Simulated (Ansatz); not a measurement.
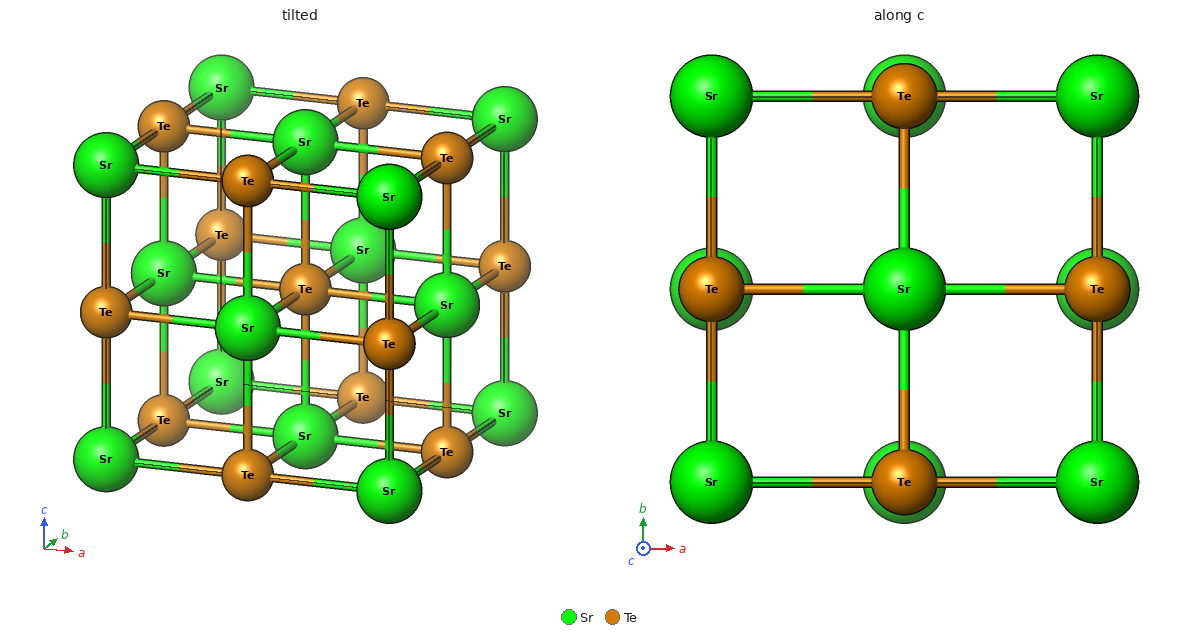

Structure drawing (ball-and-stick), viewed slightly off an axis and along the c axis. The conventional unit cell is drawn as a box.

SrTe, rock salt (NaCl type), space group Fm-3m (No. 225), a = 6.705 Å, b = 6.705 Å, c = 6.705 Å, α = 90.00°, β = 90.00°, γ = 90.00°. The structure was taken from a structure listed in the Materials Project. Earlier steps of the study may have refined or changed the cell and positions. Ansatz was used for an electronic-structure calculation on it.

This one geometry was computed with Ansatz (DFT, plane waves, PAW) at six levels of theory: PBE, HSE06, PBE0, dielectric-dependent PBE0 (fraction 1/eps_inf of PBE), Hartree-Fock and r2SCAN. It was relaxed beforehand with r2SCAN.

### Which level gives the highest pressure at this volume, and what does that say about its equilibrium volume?

Highest: Hartree-Fock (4.0 GPa), which points to the largest equilibrium volume. Lowest, with the smallest volume: PBE (0.2 GPa), HSE06 (-0.1 GPa), PBE0 (-0.1 GPa), dielectric-dependent PBE0 (fraction 1/eps_inf of PBE) (0.0 GPa) and r2SCAN (0.0 GPa). Levels within 0.5 GPa of each other can't be told apart.

### How does the band gap change with the level of theory?

PBE: a gap of 1.77 eV, indirect; r2SCAN: a gap of 2.17 eV, indirect; HSE06: a gap of 2.49 eV, indirect; dielectric-dependent PBE0 (fraction 1/eps_inf of PBE): a gap of 2.69 eV, indirect; PBE0: a gap of 3.15 eV, indirect; Hartree-Fock: a gap of 7.80 eV, indirect.

### Collect the results in a table.

| level | cutoff (eV) | k-mesh of the run's cell | gap (eV) | pressure (GPa) |
| --- | --- | --- | --- | --- |
| PBE | 420 | 6×6×6 | 1.77 | 0.2 |
| HSE06 | 420 | 4×4×4 | 2.49 | -0.1 |
| PBE0 | 420 | 4×4×4 | 3.15 | -0.1 |
| dielectric-dependent PBE0 (fraction 1/eps_inf of PBE) | 420 | 4×4×4 | 2.69 | 0.0 |
| Hartree-Fock | 420 | 4×4×4 | 7.80 | 4.0 |
| r2SCAN | 500 | 6×6×6 | 2.17 | 0.0 |

Gaps are taken on the k-mesh or band path of each run.
